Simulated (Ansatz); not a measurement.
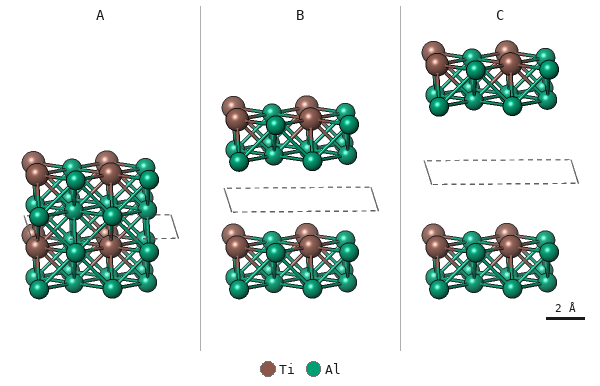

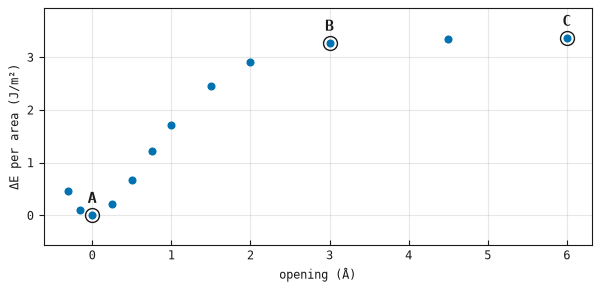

Energy scan for solid TiAl$_{3}$ (Pm-3m), in which the crystal is pulled apart rigidly along the normal of the (1 0 0) plane of the conventional cell, at a cut between a plane of Al/Ti below and one of Al above, 1.97 Å apart. One cut stands in each cell, which starts 11.8 Å high; nothing is relaxed, and the dashed outline marks the cut. The lettered frames are marked on the plot. Style: ball-and-stick. Shown: the layers on both sides of the cut, from the side, nearly along the cut plane.

These are results of DFT PBEsol, scalar-relativistic, plane waves, PAW (Ansatz 0.2.0), not measurements. Set-up: plane-wave cutoff 420 eV; k-point mesh 12 × 12 × 4; occupations gaussian; smearing width 0.15 eV; no spin polarisation. Energies (free energies at the smearing named) are counted from the relaxed crystal.

Question: What does the scan show?

Answer: At the widest opening, 6.00 Å, the energy has risen by 3.359 J/m², where the curve has levelled off: this is the ideal work of separation, the sum of the two unrelaxed surface energies of a slab 11.8 Å thick. The steepest rise lies between 0.50 Å and 0.75 Å, with a mean traction of about 22 GPa. Pressing the cut together by 0.30 Å costs 0.471 J/m².

The computed points:

| opening (Å) | ΔE per area (J/m²) |
| --- | --- |
| −0.30 | 0.471 |
| −0.15 | 0.106 |
| 0.00 | 0.000 |
| 0.25 | 0.209 |
| 0.50 | 0.673 |
| 0.75 | 1.215 |
| 1.00 | 1.722 |
| 1.50 | 2.461 |
| 2.00 | 2.907 |
| 3.00 | 3.268 |
| 4.50 | 3.354 |
| 6.00 | 3.359 |
